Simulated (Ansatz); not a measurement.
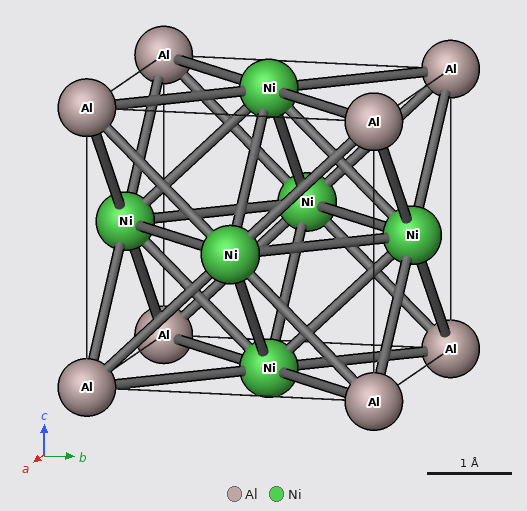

A ball-and-stick rendering, viewed slightly off an axis. The wireframe shows the conventional unit cell. Cell: a = 3.563 Å, b = 3.563 Å, c = 3.414 Å, α = 90.00°, β = 90.00°, γ = 90.00°.

State composition, symmetry and coordination.

- The material is AlNi₃.
- It is primitive tetragonal, space group P4/mmm (No. 123).
- Counting shared atoms by their share gives 1 Al, 3 Ni, or 4 atoms.
- About every Al there are twelve Ni in a cuboctahedral arrangement at about 2.5 Å. Ni is linked to eight Ni and four Al in a cuboctahedral arrangement (about 2.5 Å to Ni, 2.5 Å to Al).
- The bonds build a three-dimensional framework.

Its origin is a structure listed in the Materials Project. It was relaxed with DFT PBEsol, scalar-relativistic, plane waves, PAW (Ansatz) under a constraint or pressure on the cell, so some stress remains.
